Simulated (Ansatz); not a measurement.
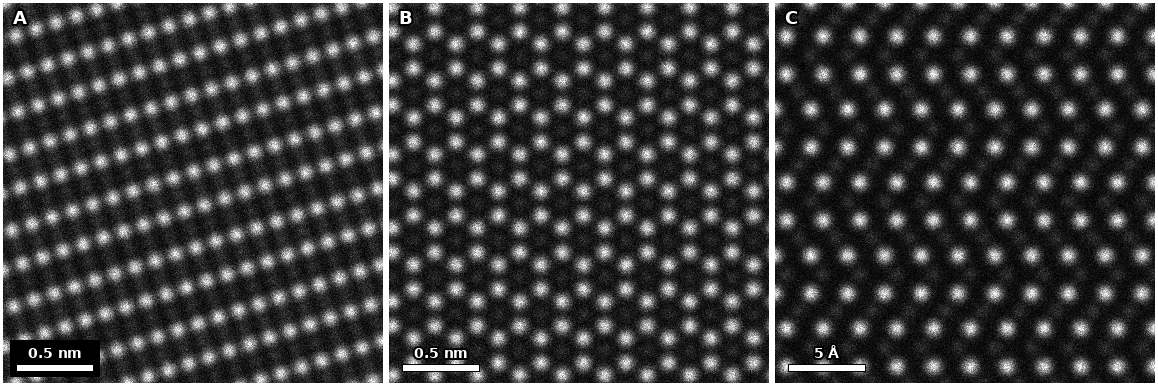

Three views of LiF (P6_3/mmc, No. 194) along different zone axes. Simulation: incoherent imaging, intensity Z^1.7 per atom, probe width 0.79 Å, thin sample. The probe carries 25 % of its weight in a tail 2.5 times as wide. Shot noise was added. Atomic positions: coordinates from a relaxation with DFT PBEsol, scalar-relativistic, plane waves, PAW (Ansatz 0.2.0); the starting structure was generated, so it need not be a known form of this composition.

```cif
data_structure
_symmetry_space_group_name_H-M 'P 1'
_symmetry_Int_Tables_number 1
_cell_length_a 2.8063
_cell_length_b 2.8063
_cell_length_c 9.6514
_cell_angle_alpha 90.000
_cell_angle_beta 90.000
_cell_angle_gamma 120.000
_cell_volume 65.83
loop_
_atom_site_label
_atom_site_type_symbol
_atom_site_fract_x
_atom_site_fract_y
_atom_site_fract_z
_atom_site_occupancy
Li1 Li 0.00000 0.00000 0.00000 1
F1 F 0.66667 0.33333 0.12032 1
Li2 Li 0.33333 0.66667 0.25000 1
F2 F 0.66667 0.33333 0.37968 1
Li3 Li 0.00000 0.00000 0.50000 1
F3 F 0.33333 0.66667 0.62032 1
Li4 Li 0.66667 0.33333 0.75000 1
F4 F 0.33333 0.66667 0.87968 1
```

### Match the panels to the zone axes [001], [100] and [210].

A is [210]: projected cell 1.40 × 4.83 Å, 90°. B is [001]: projected cell 2.81 × 2.81 Å, 120°, plane group p6mm. C is [100]: projected cell 2.43 × 9.65 Å, 90°, plane group p2mg.
